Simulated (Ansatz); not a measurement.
CdS (2 atoms in the cell), run with Ansatz.

```
crystal:
  lattice:
    - [0.0, 2.8361882471, 2.8361882471]
    - [2.8361882471, 0.0, 2.8361882471]
    - [2.8361882471, 2.8361882471, 0.0]
  atoms:
    - { symbol: Cd, position: [0.0, 0.0, 0.0] }
    - { symbol: S, position: [0.5, 0.5, 0.5] }
basis:
  ecutwfc: "50 eV"
kpoints:
  mp_grid: { grid: [12, 12, 12] }
hamiltonian:
  xc: pbe
scf:
  occupations: { method: gaussian, width: 0.01 }
  max_iter: 60
output:
  forces: true
  eigenvalues: true
  stress: true
```

Run as:
```bash
ansatz run input.yaml --threads 1 --pin off --max-ram 2560MiB --backend cpu --events-out ev --progress --plain --runs-dir out
```

Will this run converge, and how?

Answer. It converged, after 9 iterations. The residual comes down, with one marked jump up, by a factor of about 2, at step 7. From the first spectrum the program read the system as an insulator and chose the LDOS preconditioner. The input holds a fault (a cutoff far too low). The SCF closed all the same, which doesn't make the results meaningful for the real system.

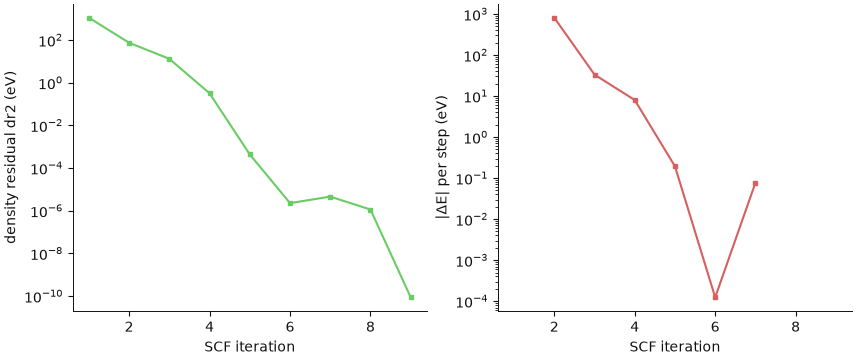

SCF iterations of a calculation: density residual dr2, step-to-step change of the Harris–Foulkes energy. Energy differences below 3 × 10⁻⁶ eV aren't drawn. The starting density is a sum of atomic densities corrected by a trained network.
